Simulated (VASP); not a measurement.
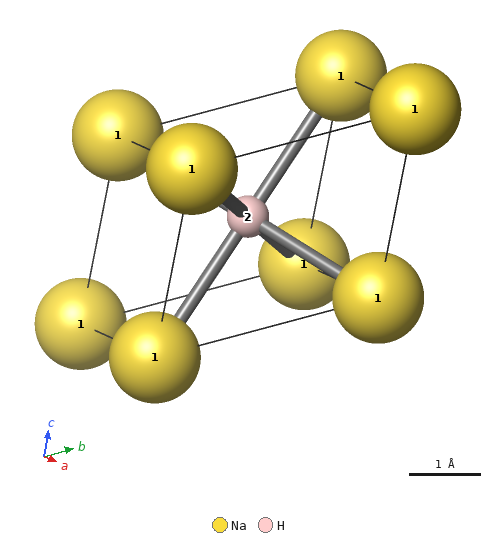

Fig. 1: The input geometry (ball-and-stick view of the reduced cell, seen slightly off an axis; atoms are numbered from 1 in the order of the input). An atom can appear more than once, as a periodic image.

**Band-structure calculation, with input and output: NaH**

The run: band-structure calculation of NaH (Immm, 2 atoms in the cell). Method and program: DFT, r2SCAN, plane waves, PAW (VASP 6.6.1).

The structure derives from an entry of the Crystallography Open Database. The geometry comes from this level: r2SCAN (a point of a series of strains). It belongs to a series of runs on one base structure; here: shear_xy strain -1.1%.

## OSZICAR
```
N       E                     dE             d eps       ncg     rms          rms(c)
DAV:   1     0.348436429370E+02    0.34844E+02   -0.47684E+03  3780   0.782E+02
DAV:   2    -0.703557041183E+01   -0.41879E+02   -0.41142E+02  3959   0.199E+02
DAV:   3    -0.839876771400E+01   -0.13632E+01   -0.13613E+01  4555   0.344E+01
DAV:   4    -0.840829503760E+01   -0.95273E-02   -0.95261E-02  4470   0.283E+00
DAV:   5    -0.840838308434E+01   -0.88047E-04   -0.88045E-04  4312   0.281E-01    0.308E+00
DAV:   6    -0.771876230220E+01    0.68962E+00   -0.30686E-01  4065   0.603E+00    0.170E+00
DAV:   7    -0.759754122570E+01    0.12122E+00   -0.42743E-01  4134   0.322E+00    0.435E-01
DAV:   8    -0.760030967680E+01   -0.27685E-02   -0.15258E-02  3927   0.717E-01    0.222E-01
DAV:   9    -0.760238683290E+01   -0.20772E-02   -0.22138E-03  3966   0.475E-01    0.842E-02
DAV:  10    -0.760212629550E+01    0.26054E-03   -0.23085E-04  4302   0.793E-02    0.673E-03
DAV:  11    -0.760218251995E+01   -0.56224E-04   -0.91118E-06  4350   0.296E-02    0.233E-03
DAV:  12    -0.760219507203E+01   -0.12552E-04   -0.28877E-07  4281   0.610E-03    0.845E-04
DAV:  13    -0.760219569266E+01   -0.62063E-06   -0.90594E-08  2791   0.456E-03    0.398E-04
DAV:  14    -0.760219602588E+01   -0.33322E-06   -0.57572E-09  2109   0.664E-04    0.110E-04
DAV:  15    -0.760219588064E+01    0.14524E-06   -0.13468E-09  2022   0.412E-04    0.794E-06
DAV:  16    -0.760219590648E+01   -0.25842E-07   -0.56039E-11  1989   0.980E-05
   1 F= -.76021959E+01 E0= -.76021959E+01  d E =-.633591E-25
       N       E                     dE             ncg
DAV:   1     0.132911500640E+04   -0.31922E+04      179
DAV:   2     0.980705720266E+03   -0.34841E+03      191
DAV:   3     0.971102827767E+03   -0.96029E+01      202
DAV:   4     0.971043706321E+03   -0.59121E-01      222
DAV:   5     0.971043160713E+03   -0.54561E-03      205
DAV:   6     0.971043151956E+03   -0.87580E-05      203
DAV:   7     0.971043151789E+03   -0.16685E-06      211
DAV:   8     0.971043151786E+03   -0.30764E-08      197
```

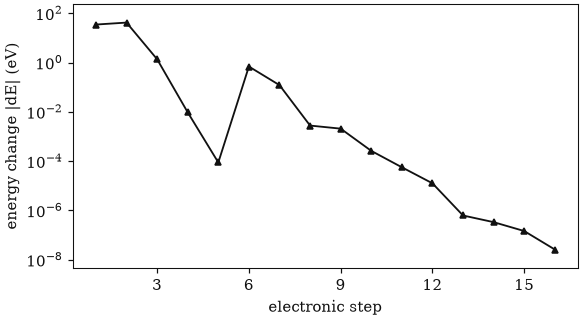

Fig. 2: Convergence of the self-consistent field: energy change |dE| against the electronic step. It takes 16 electronic steps. The density is held fixed in the first few steps, and dE rises again when its update begins.

## Parts of OUTCAR
```
k-points           NKPTS =    171   k-points in BZ     NKDIM =    171   number of bands    NBANDS=     11

   NELECT =       8.0000    total number of electrons

   dimension x,y,z NGX =    28 NGY =   28 NGZ =   28
   dimension x,y,z NGXF=    56 NGYF=   56 NGZF=   56

  energy-cutoff  :      520.00
  volume of cell :       27.56
      direct lattice vectors                 reciprocal lattice vectors
    -0.013665816  2.397511642  2.397511642    -0.207367566  0.207367566  0.208549561
     2.397511642 -0.013665816  2.397511642     0.207367566 -0.207367566  0.208549561
     2.383845826  2.383845826  0.000000000     0.209745108  0.209745108 -0.208549561

 k-points in reciprocal lattice and weights: KPOINTS created by Atomic Simulation Env
   0.00000000  0.00000000  0.00000000       0.001
   0.10000000  0.00000000 -0.00000000       0.004
   0.20000000  0.00000000 -0.00000000       0.004
   0.30000000  0.00000000  0.00000000       0.004
   0.40000000  0.00000000 -0.00000000       0.004
   0.50000000  0.00000000  0.00000000       0.002
   0.10000000  0.10000000 -0.00000000       0.002
   0.20000000  0.10000000  0.00000000       0.004
   0.30000000  0.10000000 -0.00000000       0.004
   0.40000000  0.10000000 -0.00000000       0.004
   0.50000000  0.10000000 -0.00000000       0.004
  -0.40000000  0.10000000 -0.00000000       0.004
  -0.30000000  0.10000000  0.00000000       0.004
  -0.20000000  0.10000000  0.00000000       0.004
  -0.10000000  0.10000000  0.00000000       0.002
   0.20000000  0.20000000 -0.00000000       0.002
   0.30000000  0.20000000 -0.00000000       0.004
   0.40000000  0.20000000  0.00000000       0.004
   0.50000000  0.20000000  0.00000000       0.004
  -0.40000000  0.20000000 -0.00000000       0.004
  -0.30000000  0.20000000 -0.00000000       0.004
  -0.20000000  0.20000000  0.00000000       0.002
   0.30000000  0.30000000  0.00000000       0.002
   0.40000000  0.30000000 -0.00000000       0.004
   0.50000000  0.30000000  0.00000000       0.004
  -0.40000000  0.30000000 -0.00000000       0.004
  -0.30000000  0.30000000  0.00000000       0.002
   0.40000000  0.40000000 -0.00000000       0.002
   0.50000000  0.40000000  0.00000000       0.004
  -0.40000000  0.40000000  0.00000000       0.002
   0.50000000  0.50000000 -0.00000000       0.001
  -0.00000000 -0.00000000  0.10000000       0.004
   0.10000000 -0.00000000  0.10000000       0.004
   0.20000000 -0.00000000  0.10000000       0.008
   0.30000000  0.00000000  0.10000000       0.008
   0.40000000 -0.00000000  0.10000000       0.008
   0.50000000  0.00000000  0.10000000       0.008
  -0.40000000  0.00000000  0.10000000       0.008
  -0.30000000 -0.00000000  0.10000000       0.008
  -0.20000000 -0.00000000  0.10000000       0.008
  -0.10000000 -0.00000000  0.10000000       0.008
   0.20000000  0.20000000  0.10000000       0.004
   0.30000000  0.20000000  0.10000000       0.008
   0.40000000  0.20000000  0.10000000       0.008
   0.50000000  0.20000000  0.10000000       0.008
  -0.40000000  0.20000000  0.10000000       0.008
  -0.30000000  0.20000000  0.10000000       0.008
  -0.20000000  0.20000000  0.10000000       0.008
  -0.10000000  0.20000000  0.10000000       0.004
   0.30000000  0.30000000  0.10000000       0.004
   0.40000000  0.30000000  0.10000000       0.008
   0.50000000  0.30000000  0.10000000       0.008
  -0.40000000  0.30000000  0.10000000       0.008
  -0.30000000  0.30000000  0.10000000       0.008
  -0.20000000  0.30000000  0.10000000       0.004
   0.40000000  0.40000000  0.10000000       0.004
   0.50000000  0.40000000  0.10000000       0.008
  -0.40000000  0.40000000  0.10000000       0.008
  -0.30000000  0.40000000  0.10000000       0.004
   0.50000000  0.50000000  0.10000000       0.004
  -0.40000000  0.50000000  0.10000000       0.004
  -0.00000000 -0.00000000  0.20000000       0.004
   0.10000000 -0.00000000  0.20000000       0.008
   0.20000000 -0.00000000  0.20000000       0.004
   0.30000000 -0.00000000  0.20000000       0.008
   0.40000000 -0.00000000  0.20000000       0.008
   0.50000000  0.00000000  0.20000000       0.008
  -0.40000000 -0.00000000  0.20000000       0.008
  -0.30000000 -0.00000000  0.20000000       0.008
  -0.20000000 -0.00000000  0.20000000       0.008
  -0.10000000 -0.00000000  0.20000000       0.008
   0.10000000  0.10000000  0.20000000       0.002
   0.30000000  0.10000000  0.20000000       0.008
   0.40000000  0.10000000  0.20000000       0.008
   0.50000000  0.10000000  0.20000000       0.008
  -0.40000000  0.10000000  0.20000000       0.004
   0.30000000  0.30000000  0.20000000       0.004
   0.40000000  0.30000000  0.20000000       0.008
   0.50000000  0.30000000  0.20000000       0.008
  -0.40000000  0.30000000  0.20000000       0.008
  -0.30000000  0.30000000  0.20000000       0.008
  -0.20000000  0.30000000  0.20000000       0.008
  -0.10000000  0.30000000  0.20000000       0.004
   0.40000000  0.40000000  0.20000000       0.004
   0.50000000  0.40000000  0.20000000       0.008
  -0.40000000  0.40000000  0.20000000       0.008
  -0.30000000  0.40000000  0.20000000       0.008
  -0.20000000  0.40000000  0.20000000       0.004
   0.50000000  0.50000000  0.20000000       0.004
  -0.40000000  0.50000000  0.20000000       0.008
  -0.30000000  0.50000000  0.20000000       0.004
  -0.40000000 -0.40000000  0.20000000       0.002
  -0.00000000 -0.00000000  0.30000000       0.004
   0.10000000 -0.00000000  0.30000000       0.008
   0.20000000 -0.00000000  0.30000000       0.008
   0.30000000 -0.00000000  0.30000000       0.004
   0.40000000 -0.00000000  0.30000000       0.008
   0.50000000 -0.00000000  0.30000000       0.008
  -0.40000000 -0.00000000  0.30000000       0.008
  -0.30000000 -0.00000000  0.30000000       0.008
  -0.20000000 -0.00000000  0.30000000       0.008
  -0.10000000 -0.00000000  0.30000000       0.008
   0.10000000  0.10000000  0.30000000       0.004
   0.20000000  0.10000000  0.30000000       0.004
   0.40000000  0.10000000  0.30000000       0.008
   0.50000000  0.10000000  0.30000000       0.008
  -0.40000000  0.10000000  0.30000000       0.008
  -0.30000000  0.10000000  0.30000000       0.008
  -0.20000000  0.10000000  0.30000000       0.008
  -0.10000000  0.10000000  0.30000000       0.008
   0.40000000  0.40000000  0.30000000       0.004
   0.50000000  0.40000000  0.30000000       0.008
  -0.40000000  0.40000000  0.30000000       0.008
  -0.30000000  0.40000000  0.30000000       0.008
  -0.20000000  0.40000000  0.30000000       0.008
  -0.10000000  0.40000000  0.30000000       0.004
   0.50000000  0.50000000  0.30000000       0.004
  -0.40000000  0.50000000  0.30000000       0.008
  -0.30000000  0.50000000  0.30000000       0.008
  -0.20000000  0.50000000  0.30000000       0.004
  -0.40000000 -0.40000000  0.30000000       0.004
  -0.30000000 -0.40000000  0.30000000       0.004
  -0.00000000 -0.00000000  0.40000000       0.004
   0.10000000 -0.00000000  0.40000000       0.008
   0.20000000 -0.00000000  0.40000000       0.008
   0.30000000 -0.00000000  0.40000000       0.008
   0.40000000 -0.00000000  0.40000000       0.004
   0.50000000  0.00000000  0.40000000       0.008
  -0.40000000  0.00000000  0.40000000       0.008
  -0.30000000 -0.00000000  0.40000000       0.008
  -0.20000000 -0.00000000  0.40000000       0.008
  -0.10000000 -0.00000000  0.40000000       0.008
   0.10000000  0.10000000  0.40000000       0.004
   0.20000000  0.10000000  0.40000000       0.008
   0.30000000  0.10000000  0.40000000       0.004
   0.50000000  0.10000000  0.40000000       0.008
  -0.40000000  0.10000000  0.40000000       0.008
  -0.30000000  0.10000000  0.40000000       0.008
  -0.20000000  0.10000000  0.40000000       0.008
  -0.10000000  0.10000000  0.40000000       0.008
   0.20000000  0.20000000  0.40000000       0.002
   0.50000000  0.20000000  0.40000000       0.008
  -0.40000000  0.20000000  0.40000000       0.008
  -0.30000000  0.20000000  0.40000000       0.004
   0.50000000  0.50000000  0.40000000       0.004
  -0.40000000  0.50000000  0.40000000       0.008
  -0.30000000  0.50000000  0.40000000       0.008
  -0.20000000  0.50000000  0.40000000       0.008
  -0.10000000  0.50000000  0.40000000       0.004
  -0.40000000 -0.40000000  0.40000000       0.004
  -0.30000000 -0.40000000  0.40000000       0.008
  -0.20000000 -0.40000000  0.40000000       0.004
  -0.30000000 -0.30000000  0.40000000       0.002
  -0.00000000 -0.00000000  0.50000000       0.002
   0.10000000 -0.00000000  0.50000000       0.008
   0.20000000 -0.00000000  0.50000000       0.008
   0.30000000 -0.00000000  0.50000000       0.008
   0.40000000 -0.00000000  0.50000000       0.008
   0.50000000 -0.00000000  0.50000000       0.002
   0.10000000  0.10000000  0.50000000       0.004
   0.20000000  0.10000000  0.50000000       0.008
   0.30000000  0.10000000  0.50000000       0.008
   0.40000000  0.10000000  0.50000000       0.004
  -0.40000000  0.10000000  0.50000000       0.004
  -0.30000000  0.10000000  0.50000000       0.008
  -0.20000000  0.10000000  0.50000000       0.008
  -0.10000000  0.10000000  0.50000000       0.004
   0.20000000  0.20000000  0.50000000       0.004
   0.30000000  0.20000000  0.50000000       0.004
  -0.30000000  0.20000000  0.50000000       0.004
  -0.20000000  0.20000000  0.50000000       0.004

 E-fermi :  -1.3293

 k-point     1 :       0.0000    0.0000    0.0000
  band No.  band energies     occupation
      1     -24.2401      2.00000
      2     -24.2389      2.00000
      3     -24.2375      2.00000
      4      -4.9975      2.00000
      5      10.2727      0.00000
      6      15.0101      0.00000
      7      15.1491      0.00000
      8      15.2857      0.00000
      9      15.9944      0.00000
     10      16.1135      0.00000
     11      16.2671      0.00000

 k-point     2 :       0.1000    0.0000   -0.0000
  band No.  band energies     occupation
      1     -24.2473      2.00000
      2     -24.2411      2.00000
      3     -24.2394      2.00000
      4      -4.8220      2.00000
      5       9.5749      0.00000
      6      12.9915      0.00000
      7      14.4931      0.00000
      8      14.6622      0.00000
      9      16.7488      0.00000
     10      16.9463      0.00000
     11      17.1962      0.00000

 k-point     3 :       0.2000    0.0000   -0.0000
  band No.  band energies     occupation
      1     -24.2712      2.00000
      2     -24.2439      2.00000
      3     -24.2420      2.00000
      4      -4.3136      2.00000
      5       7.6837      0.00000
      6      11.6095      0.00000
      7      13.7369      0.00000
      8      13.8875      0.00000
      9      17.3147      0.00000
     10      17.4235      0.00000
     11      18.3263      0.00000

 k-point     4 :       0.3000    0.0000    0.0000
  band No.  band energies     occupation
      1     -24.3005      2.00000
      2     -24.2473      2.00000
      3     -24.2452      2.00000
      4      -3.5403      2.00000
      5       5.5096      0.00000
      6      10.9425      0.00000
      7      13.1584      0.00000
      8      13.2913      0.00000
      9      17.0107      0.00000
     10      17.0954      0.00000
     11      19.1636      0.00000

 k-point     5 :       0.4000    0.0000   -0.0000
  band No.  band energies     occupation
      1     -24.3240      2.00000
      2     -24.2501      2.00000
      3     -24.2478      2.00000
      4      -2.6890      2.00000
      5       3.7439      0.00000
      6      10.6165      0.00000
      7      12.7979      0.00000
      8      12.9181      0.00000
      9      16.6273      0.00000
     10      16.7230      0.00000
     11      19.1646      0.00000

 [... the levels of 165 k-points are left out ...]

 k-point   171 :      -0.2000    0.2000    0.5000
  band No.  band energies     occupation
      1     -24.3063      2.00000
      2     -24.2891      2.00000
      3     -24.2693      2.00000
      4      -1.4789      2.00000
      5       4.8879      0.00000
      6       5.6224      0.00000
      7       8.5856      0.00000
      8      15.9723      0.00000
      9      16.9282      0.00000
     10      18.2548      0.00000
     11      20.0498      0.00000

  Total       -0.0452932     -0.0452932     -0.0518159      0.0404737      0.0000000      0.0000000
  in kB       -2.6329661     -2.6329661     -3.0121414      2.3528010      0.0000000      0.0000000
  external PRESSURE =      -2.7593579 kB  Pullay stress =       0.0000000 kB

 POSITION                                       TOTAL-FORCE (eV/Angst)
 -----------------------------------------------------------------------------------
      0.00000      0.00000      0.00000         0.000000      0.000000     -0.000000
      2.38385      2.38385      2.39751        -0.000000      0.000000      0.000000
 -----------------------------------------------------------------------------------
    total drift:                               -0.000000     -0.000000     -0.000000

  FREE ENERGIE OF THE ION-ELECTRON SYSTEM (eV)
  ---------------------------------------------------
  free  energy   TOTEN  =        -7.6021959065 eV

  energy  without entropy=       -7.6021959065  energy(sigma->0) =       -7.60219591
```

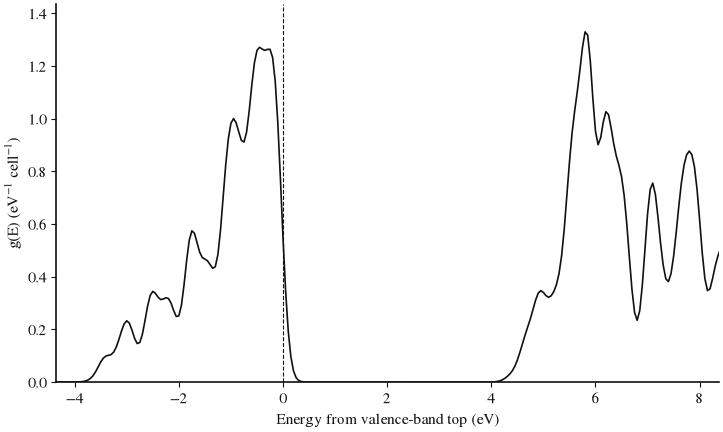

Fig. 3: Density of states (the curve is built from the levels of the k mesh with Gaussians 0.3 eV wide, which also blur the band edges), with energies from the valence-band top. There is a gap of 4.38 eV on the k-point mesh. Small ripples come from the finite k-point mesh.

The run was set up as follows.

## INCAR
```
ENCUT = 520.000000
SIGMA = 0.010000
EDIFF = 1.00e-07
ALGO = Normal
METAGGA = R2SCAN
PREC = Accurate
IBRION = -1
ISIF = 2
ISMEAR = 0
NBANDS = 11
NELM = 120
NSW = 0
LASPH = .TRUE.
LCHARG = .FALSE.
LWAVE = .FALSE.
LREAL = .FALSE.
```

## KPOINTS
```
KPOINTS created by Atomic Simulation Environment
0
Gamma
10 10 10
0 0 0
```

## KPOINTS_OPT
```
special points
8
Reciprocal
0.0000000000 0.0000000000 0.0000000000 1
0.5000000000 0.0000000000 0.5000000000 1
0.6250000000 0.2500000000 0.6250000000 1
0.3750000000 0.3750000000 0.7500000000 1
0.5000000000 0.5000000000 0.5000000000 1
0.5000000000 0.2500000000 0.7500000000 1
0.2500000000 0.4947920000 -0.2552080000 1
0.0000000000 0.5000000000 0.0000000000 1
```

## POSCAR
```
Na H
 1.0000000000000000
    -0.0136658163749999    2.3975116422250000    2.3975116422248575
     2.3975116422250000   -0.0136658163749999    2.3975116422248575
     2.3838458258999999    2.3838458258999999    0.0000000000497152
 Na  H
   1   1
Cartesian
  0.0000000000000000  0.0000000000000000  0.0000000000000000
  2.3838458258749999  2.3838458258749999  2.3975116422497149
```

Launched with:
```bash
mpirun -np 1 vasp_std
```

## Key numbers

| quantity | value |
| --- | --- |
| outcome | converged |
| space group (tolerance 0.01 Å) | Immm (71) |
| electrons treated | 8 |
| free energy | −7.6022 eV |
| Fermi energy | −1.329 eV |
| band gap | 4.38 eV |
| pressure | −0.28 GPa |
| largest force (length of the vector) | under 0.001 eV/Å |
| hardware | 1 CPU thread, shared host |
| wall time | 3.1 min |
| peak memory | 0.22 GiB |
